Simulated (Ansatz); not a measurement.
# Formation energy and levels of the vacancy V_O in MgO (Fm-3m)

Wanted: the transition levels of a vacancy in MgO (Fm-3m), from a cell of 250 host atoms with 1 O taken out.

Calculated with Ansatz 0.2.0; place-levels on PBEsol runs: charge-transition levels and formation energies with image-charge correction and potential alignment at the atomic sites; PAW set soft_1.

Experimental background.

“Electronic structure of alkaline earth and post-transition metal oxides” (2009, arxiv:0908.1581) quotes from earlier work for MgO, rocksalt (bulk crystal): band gap (literature experimental gap) 7.83 eV [Literature value based on experiment; other listed experimental values range from 7.7 to …].

## Step 1: Starting point

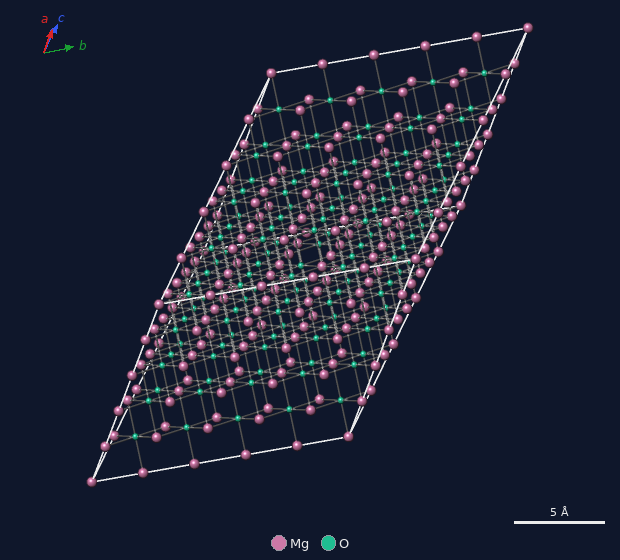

The starting structure, seen from a free direction (magnesium pink, oxygen teal). Bonds to atoms that aren't drawn are left out. Some periodic images of atoms are drawn too.

The cell holds 249 atoms: 125 Mg and 124 O. Cell: a = 14.902 Å, b = 14.902 Å, c = 14.902 Å, α = 60.0°, β = 60.0°, γ = 60.0°. It derives from MgO (space group Fm-3m). Nearest the centre at fractional (0.500, 0.500, 0.500): Mg174 at 2.11 Å, Mg176 at 2.11 Å, Mg134 at 2.11 Å, Mg136 at 2.11 Å, Mg126 at 2.11 Å, Mg184 at 2.11 Å, O127 at 2.98 Å, O135 at 2.98 Å.

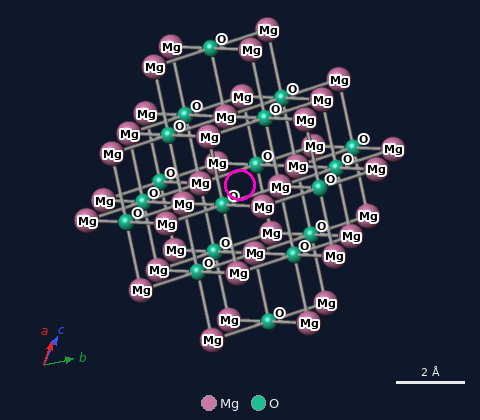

The atoms within 5 Å of the centre. A ring marks the centre wherever it is empty.

Screening for the image-charge correction: ε∞ = 3.24, ε0 = 10.37, computed on the host (DFPT, PBEsol).

The cell's shortest repeat is 14.9 Å.

## Step 2: The runs of each charge state

A transition level is the Fermi level at which two charge states cost the same, so each charge needs its own total energy, at its own relaxed structure.

Random displacements of about 0.04 Å break the site symmetry at the start, so that the relaxation can reach a distorted minimum if there is one. Forces are taken at the zone centre alone. The cell holds 1 electron fewer than the neutral one, with a uniform background that keeps it neutral on the whole. The electron count is odd, so at least one spin is unpaired; this run locks the moment at 1 μB.

One state's input; the others differ in charge, spin, start and seed, and in occupations where the table says so.

qp1_M1.relax/input.yaml

```yaml
crystal:
  lattice:
    - [0.0, 2.10743285, 2.10743285]
    - [2.10743285, 0.0, 2.10743285]
    - [2.10743285, 2.10743285, 0.0]
  atoms:
    - { symbol: Mg, position: [0.0, 0.0, 0.0] }
    - { symbol: O, position: [0.5, 0.5, 0.5] }
  supercell: [5, 5, 5]
  defects: [{ vacancy: 125 }]
total_charge: 1
basis:
  ecutwfc: 420
  xc_grid: 2
hamiltonian:
  xc: pbesol
  pseudopotentials: { kind: paw, azcp: { folder: soft_1 }, xc_functional: pbe }
kpoints:
  mp_grid: { grid: [1, 1, 1] }
magnetization:
  spin_polarized: true
  initial_magnetization: 1
  spin_locking: { lock_magnetization: hard }
scf:
  occupations: { method: fixed }
  max_iter: 100
output:
  forces: true
  charged_corrections:
    epsilon: 3.24
    static_epsilon: 10.37
    defect_position: [0.5, 0.5, 0.5]
relax:
  f_tol: 0.02
  max_steps: 60
  random_displacement: { amplitude: 0.04, seed: 8816 }
checkpoint:
  write: "../qp1_M1.relax.run"
  compress: false
  write_wavefunctions: true
  write_every: 100000
```

Launch:

```console
> ansatz run input.yaml --threads 32 --pin off --max-ram 84787MiB --backend cuda --events-out ev --progress --plain --runs-dir out --max-vram 78GiB
```

The energy is taken again at one point at (¼, ¼, ¼), on the same structure.

The run of this state that the levels use, under PBEsol:

qp1_M1.quarter/input.yaml

```yaml
crystal:
  checkpoint: "../qp1_M1.relax.run"
  host: checkpoint
total_charge: 1
basis:
  ecutwfc: 420
  xc_grid: 2
hamiltonian:
  xc: pbesol
  pseudopotentials: { kind: paw, azcp: { folder: soft_1 }, xc_functional: pbe }
kpoints:
  mp_grid: { grid: [1, 1, 1], shift: [0.25, 0.25, 0.25] }
magnetization:
  spin_polarized: true
  initial_magnetization: 1
  spin_locking: { lock_magnetization: hard }
scf:
  occupations: { method: fixed }
  max_iter: 100
output:
  forces: true
  charged_corrections:
    epsilon: 3.24
    static_epsilon: 10.37
    defect_position: [0.5, 0.5, 0.5]
  eigenvalues: true
  eigenstates: { localisation: true }
  efg: {}
checkpoint:
  read: "../qp1_M1.relax.run"
  write: "../qp1_M1.quarter.run"
  compress: false
  write_wavefunctions: false
  write_every: 100000
```

Relaxations under PBEsol at the zone centre alone; times on 1 × NVIDIA GB200 with 32 threads of Arm Neoverse V2, shared host:

```csv
charge,moment (μB),occupations,outcome,steps,largest displacement against the far atoms (Å),time
0,0,fixed,converged,4,0.02,7.6 s
+1,1,fixed,converged,4,0.11,10 s
```

Single points under PBEsol at one point at (¼, ¼, ¼); times on 1 × NVIDIA GB200 with 32 threads of Arm Neoverse V2, shared host:

```csv
charge,moment (μB),occupations,outcome,time
0,0,fixed,converged,5.9 s
+1,1,fixed,converged,12 s
```

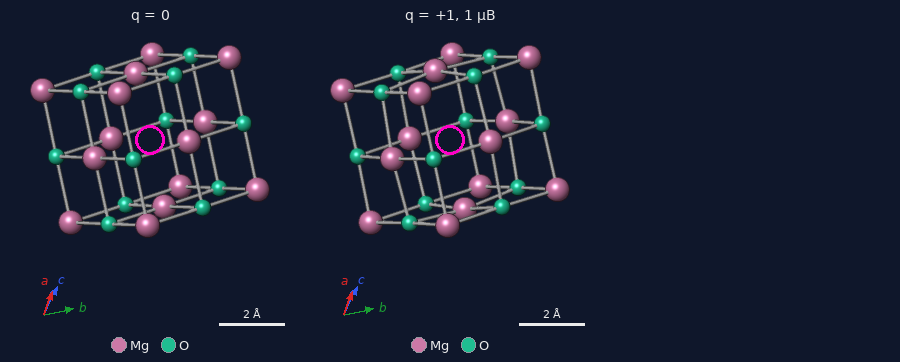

The structures near the centre after relaxation with PBEsol, by charge. A ring marks the centre wherever it is empty.

Distances (Å) from the ideal centre to the nearest atoms after relaxation with PBEsol:

```csv
charge,moment (μB),1.,2.,3.,4.,5.,6.
0,0,Mg 2.12,Mg 2.12,Mg 2.12,Mg 2.13,Mg 2.13,Mg 2.13
+1,1,Mg 2.21,Mg 2.21,Mg 2.21,Mg 2.21,Mg 2.21,Mg 2.22
```

## Step 3: place-levels, PBEsol, the zone centre alone

qp1_M1.gamma/input.yaml, as its differences from qp1_M1.quarter/input.yaml of step 2:

```diff
@@ -11,3 +11,3 @@
 kpoints:
-  mp_grid: { grid: [1, 1, 1], shift: [0.25, 0.25, 0.25] }
+  mp_grid: { grid: [1, 1, 1] }
 magnetization:
@@ -26,7 +26,5 @@
   eigenvalues: true
-  eigenstates: { localisation: true }
-  efg: {}
 checkpoint:
   read: "../qp1_M1.relax.run"
-  write: "../qp1_M1.quarter.run"
+  write: "../qp1_M1.gamma.run"
   compress: false
```

Run time: 3.8 s. Hardware: 1 × NVIDIA GB200 with 32 threads of Arm Neoverse V2, shared host; peak memory 1.6 GiB.

levels.gamma.yaml

```yaml
host:
  run: host.gamma.run
states: [q0.gamma.run, qp1_M1.gamma.run]
geometry_from:
  q0.gamma.run: q0.relax.run
  qp1_M1.gamma.run: qp1_M1.relax.run
chemical_potentials:
  O:
    energy: -558.291301
    dataset: <sha256 of the dataset>
```

Launch:

```console
> ansatz place-levels levels.gamma.yaml -- --threads 32 --pin off --max-ram 84787MiB --backend cuda --max-vram 78GiB
```

Numbers of over 12 decimals in the logs are rounded to 6 here.

Output:

```text
(+1/0) 2.571 eV above the valence edge, 2.048 eV under the conduction edge
formation energy of charge +1: +4.139 eV with the Fermi level at the valence edge
formation energy of charge 0: +6.709 eV with the Fermi level at the valence edge
  edges by pbesol, gap 4.619 eV; the host is sampled to repeats of 14.90 Å
[... the lines on each state left out ...]
```

The job ended after 0.44 s (32 threads).

Under PBEsol the gap is 4.62 eV, (+1/0) 2.57 eV.

## Step 4: place-levels, PBEsol, one point at (¼, ¼, ¼)

A charged cell interacts with its images and the background, and its potential has another zero than the host's. place-levels removes the first by a point-charge model, screened by the static dielectric constant since the ions have relaxed around the charge, and the second by comparing potentials at atoms far from the defect.

The host is a run of the defect-free crystal in the same cutoffs, grids and k-points, so that basis and sampling errors cancel in part in the differences. The host is run in a cell of 2 atoms on a matching mesh. Its band edges are searched through the zone by a band path, so the gap is smaller than, or equal to, that on the mesh. Chemical potentials are energies per atom of O (O2 molecule), run with the same functional and cutoff.

levels.quarter.yaml

```yaml
host:
  run: host.quarter.run
states: [q0.quarter.run, qp1_M1.quarter.run]
geometry_from:
  q0.quarter.run: q0.relax.run
  qp1_M1.quarter.run: qp1_M1.relax.run
chemical_potentials:
  O:
    energy: -558.291301
    dataset: <sha256 of the dataset>
```

Launch:

```console
> ansatz place-levels levels.quarter.yaml -- --threads 32 --pin off --max-ram 84787MiB --backend cuda --max-vram 78GiB
```

Output:

```text
(+1/0) 2.592 eV above the valence edge, 2.028 eV under the conduction edge
formation energy of charge +1: +4.149 eV with the Fermi level at the valence edge
formation energy of charge 0: +6.741 eV with the Fermi level at the valence edge
  edges by pbesol, gap 4.620 eV; the host is sampled to repeats of 14.90 Å
  the defect's cells are sampled to repeats of 14.90 Å, like sampling
  charge +1: -308929.5964 eV with its correction of +0.118 eV, at epsilon 10.37, aligned at sites: -0.0327 eV, mean over 71 atomic sites at or beyond 7.45 Å from the defect at [0.5000, 0.5000, 0.5000], with +0.000000 for the charge's moments and without [...]
  charge 0: +0.000 eV for its dipole among its images, +0.000 omitted
  of states[1] (qp1_M1.quarter.run): how wide its charge is, is not read beside other atoms or cores, and a band state would take no correction. [...]
```

The job ended after 0.46 s (32 threads).

Under PBEsol the gap is 4.62 eV, (+1/0) 2.59 eV; the stage before (PBEsol, at other k-points) gave a gap of 4.62 eV and levels within 0.02 eV of these.

Levels between the charges placed, in eV above the valence top:

```csv
,gap (eV),(+1/0)
PBEsol,4.62,2.59
```

Corrections by state:

```csv
charge,moment (μB),image terms and alignment (eV),band filling (eV),ε used,"over the lowest of its charge, as the program ranks them, band filling apart (eV)"
+1,1.0,0.118,-,10.37,0.000
0,0.0,0.000,-,-,0.000
```

From the program's caveats on the states, each cut to its opening words:

- charge +1 (1 μB): how wide its charge is, is not read beside other atoms or cores, and a band state would take no correction

The host's formation energy from the elements is -2.763 eV per atom; it sets how far the chemical potentials can move.

Limit set by the element alone; other compounds of these elements are not counted. Chemical potentials from the elements' reference states: Mg 0.00 eV, O -5.53 eV. Formation energies (Mg-rich), with the Fermi level at the valence top and at the conduction bottom (gap 4.62 eV):

```csv
charge,at valence top (eV),at conduction bottom (eV),correction included (eV)
+1,-1.38,3.24,0.12
0,1.21,1.21,0.00
```

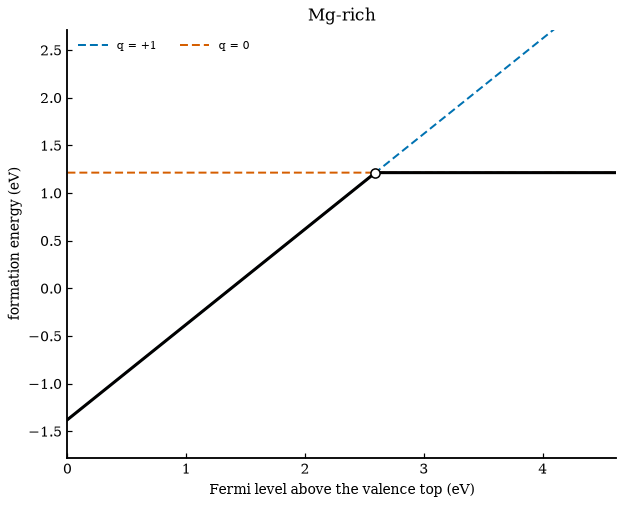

Formation energy against Fermi level; the thick line follows the lowest charge state and circles mark the transition levels.

Limit set by the element alone; other compounds of these elements are not counted. Chemical potentials from the elements' reference states: O 0.00 eV, Mg -5.53 eV. Formation energies (O-rich), with the Fermi level at the valence top and at the conduction bottom (gap 4.62 eV):

```csv
charge,at valence top (eV),at conduction bottom (eV),correction included (eV)
+1,4.15,8.77,0.12
0,6.74,6.74,0.00
```

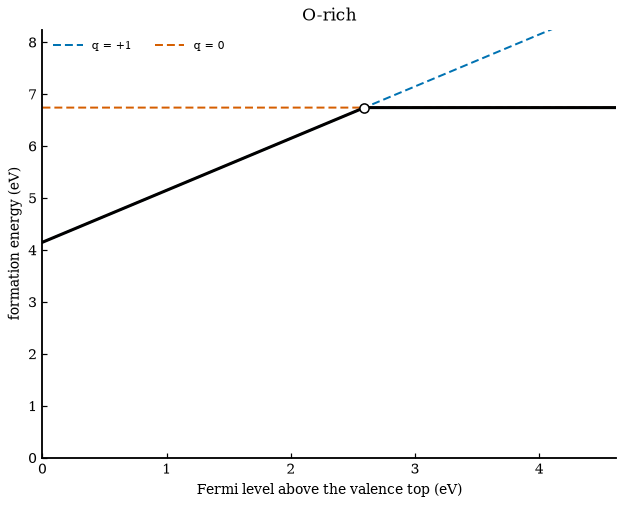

Formation energy against Fermi level; the thick line follows the lowest charge state and circles mark the transition levels.

## Step 5: Cost and result

Levels between neighbouring charges, in eV above each run's own valence top:

```csv
,gap (eV),(+1/0),GPU time a state at this stage (restarts are quicker than cold starts)
"PBEsol, zone centre alone",4.62,2.57,2.9 s
"PBEsol, (¼, ¼, ¼)",4.62,2.59,9.2 s
```

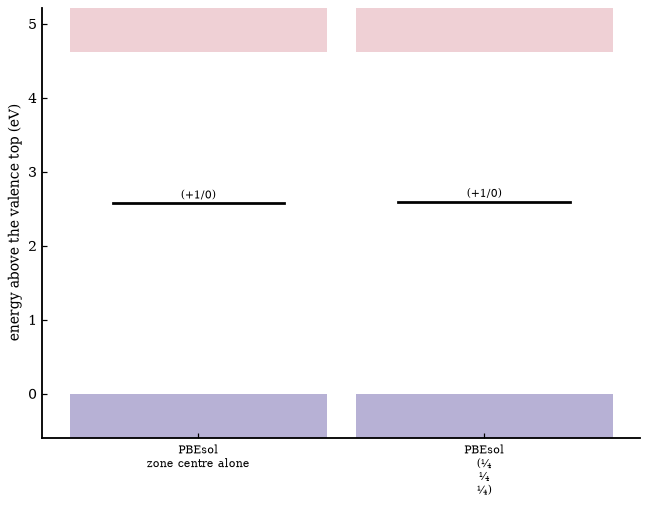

Levels between stable charges at each rung, each against its own band edges (shaded).

## Step 6: Results

* gap of the host: 4.62 eV (PBEsol)
* level (plus 1/0): 2.59 eV above the valence top
* lowest of the charges placed, just above the valence top (0.02 eV): +1
* lowest of the charges placed, just below the conduction bottom (0.02 eV): 0
* lowest formation energy at mid-gap of the charges run, Mg-rich: 0.93 eV
* lowest formation energy at mid-gap of the charges run, O-rich: 6.46 eV

What this shows: Of the charges placed (0 and +1), the lowest changes at 2.59 eV (+1/0) above the valence top, in a gap of 4.62 eV. Charges above +1 and below 0 were not placed, so these runs say nothing of levels that involve them. States placed: +1 at 1 μB; 0 at 0 μB. Other spin states or structures, where not listed, weren't placed. Limits: one k-point off the zone centre stands for the whole zone; PBEsol makes the gap too small and tends to spread out bound carriers; where a gas molecule sets a chemical potential or the host's formation energy, its binding is uncorrected.

Comparison with the measured values:

```
                             quantity  measured           PBEsol
band gap (least gap of the host) (eV)      7.83  4.62 (-3.21 eV)
```

Measured values from arxiv:0908.1581 (2009).

How well it matches: The band gap is off by -3.21 eV: a clear miss. Local and semilocal functionals usually give gaps below the measured ones. Zero-point and thermal motion shift the measured gap.

[Logs are printed without paths, hosts, clocks, repeated set-up lines and the standing remarks that a program may print on its own settings, such as how far it seeks lower states.]

[Hosts, paths, dates, database ids (printed as entryN), source tags and the programs' standing remarks are cut or masked in the printed files.]

[Where a table of states has a column of steps, it counts the stored structures, which are thinned; the runs took as many ionic steps or more.]

[A defect's name tells the site on which it was built; relaxed atoms can leave that site.]

[For some hosts the program warned that the k-mesh of the response run may be too coarse for force constants and the static dielectric constant; such warnings are not shown here.]
